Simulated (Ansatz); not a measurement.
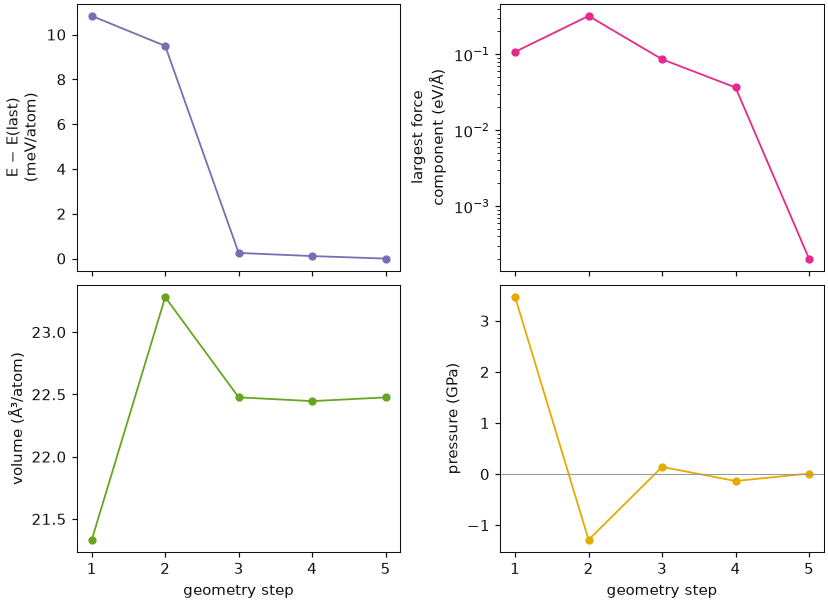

Simulated data, not a measurement (program: Ansatz).

History of a geometry optimisation. Atoms and cell relax. A closing SCF on a freshly chosen basis isn't drawn.

```
crystal:
  lattice:
    - [1.87975, 1.0852741685, 3.4857666667]
    - [-1.87975, 1.0852741685, 3.4857666667]
    - [0.0, -2.170548337, 3.4857666667]
  atoms:
    - { symbol: As, position: [0.22754, 0.22754, 0.22754] }
    - { symbol: As, position: [0.77246, 0.77246, 0.77246] }
basis:
  ecutwfc: 420
  ecutrho_ratio: 4
kpoints:
  mp_grid: { grid: [6, 6, 6] }
hamiltonian:
  xc: pbe
scf:
  occupations: { method: gaussian, width: 0.05 }
output:
  forces: true
  stress: true
  eigenvalues: true
relax:
  f_tol: 0.03
  max_steps: 60
  cell: { stress_tol: 0.3 }
```

> How did it end, and what did it gain?

The optimisation met its thresholds at geometry 5, counting the start as the first. The energy fell by about 11 meV/atom from the first step to the last. The largest force component goes from about 0.11 eV/Å at the start to 2 × 10⁻⁴ eV/Å at the end, with a peak of 0.32 eV/Å at step 2.

> Was the starting cell too large or too small?

The volume grows from 21.3 to 22.5 Å³ per atom (+5 %), overshooting to 23.3 at step 2, as the pressure goes from 3.5 GPa to about 0 GPa. The start was compressed.
